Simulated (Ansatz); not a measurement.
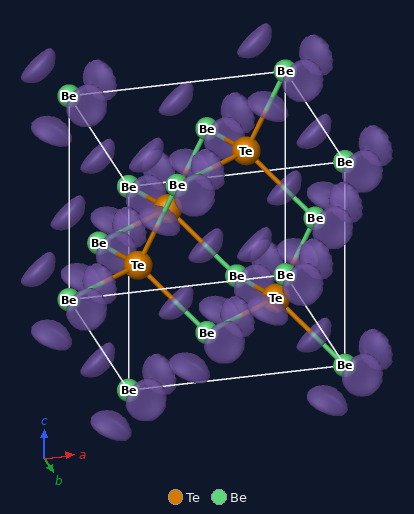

Figure 1: BeTe. Isosurface of the electron localisation function at 0.8 (purple), seen at an oblique angle. Only the valence region is drawn (cores and ρ < 0.01 e/Å³ removed). Sticks mark near contacts.

Space group F-43m; computed pressure about 11 GPa in this cell.

These are results of Kohn-Sham DFT of a periodic cell, exchange-only PBE, Ansatz PAW (Ansatz), not measurements.

```cif
data_structure
_symmetry_space_group_name_H-M 'P 1'
_symmetry_Int_Tables_number 1
_cell_length_a 5.5767
_cell_length_b 5.5767
_cell_length_c 5.5767
_cell_angle_alpha 90.000
_cell_angle_beta 90.000
_cell_angle_gamma 90.000
_cell_volume 173.43
loop_
_atom_site_label
_atom_site_type_symbol
_atom_site_fract_x
_atom_site_fract_y
_atom_site_fract_z
_atom_site_occupancy
Te1 Te 0.75000 0.75000 0.25000 1
Te2 Te 0.25000 0.75000 0.75000 1
Te3 Te 0.25000 0.25000 0.25000 1
Te4 Te 0.75000 0.25000 0.75000 1
Be1 Be 0.50000 0.50000 0.00000 1
Be2 Be 0.00000 0.50000 0.50000 1
Be3 Be 0.00000 0.00000 0.00000 1
Be4 Be 0.50000 0.00000 0.50000 1
```

Where are the electrons localised?

Answer. The ELF exceeds this value in 16 regions between bonded Be–Te atoms (shared pairs), counted in one cell of 8 atoms. Any copies at cell faces, edges or corners count once.

Values along the shortest contacts:
Be–Te (2.41 Å): the ELF peaks at about 0.90 between the atoms; localised, covalent bonding.

Does the calculation make it a metal, or give it a gap?

Answer. It is gapped, with a Kohn–Sham gap of 2.2 eV on the k-point mesh, an upper bound to the gap of this method.
